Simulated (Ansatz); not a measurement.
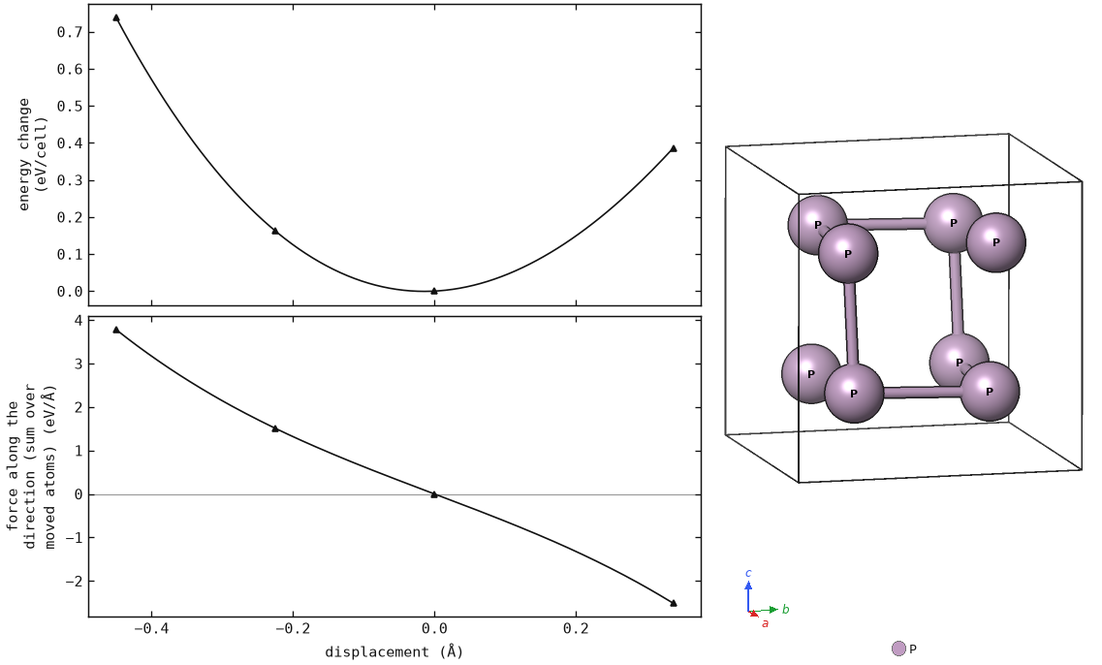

The plot gives the computed energy change and force along the direction (sum over moved atoms) against displacement for P, space group R-3m (No. 166). The cell is drawn beside the plot.

The given structure:
```yaml
crystal:
  lattice:
    - [-3.39340, -1.95918, 2.77752]
    - [3.39340, -1.95918, 2.77752]
    - [0.00000, 3.91836, 2.77752]
  atoms:
    - { symbol: P, position: [0.24129, 0.24129, 0.24129] }
    - { symbol: P, position: [0.74129, 0.74129, 0.24129] }
    - { symbol: P, position: [0.74129, 0.24129, 0.74129] }
    - { symbol: P, position: [0.24129, 0.74129, 0.74129] }
    - { symbol: P, position: [0.75871, 0.75871, 0.75871] }
    - { symbol: P, position: [0.25871, 0.25871, 0.75871] }
    - { symbol: P, position: [0.25871, 0.75871, 0.25871] }
    - { symbol: P, position: [0.75871, 0.25871, 0.25871] }
```

Calculation (Ansatz 0.2.0): one atom of a crystal moved along a line, all else fixed, by plane-wave density functional theory with PAW datasets, free energies less that of the undisturbed cell; scalar-relativistic. Level: PBEsol with D3(BJ), no spin polarisation.

```tsv
setting	value
wave cutoff	420 eV
k mesh	12×12×12
occupations	Gaussian
smearing width	0.15 eV
k shift	(0, 0, 0) (mesh steps)
start	relaxed
moved atom	1
direction	(1, 0, 0) (Cartesian unit vector)
```

Question: Is the given structure stable along this path?

Answer: Yes: the energy rises on both sides of the starting structure, which is therefore a minimum along this path.

Question: How does the force along the direction (sum over moved atoms) vary with displacement?

Answer: It falls from 3.78 eV/Å at displacement −0.4500 Å to −2.51 eV/Å at 0.3375 Å, and changes sign near 0.00 Å.
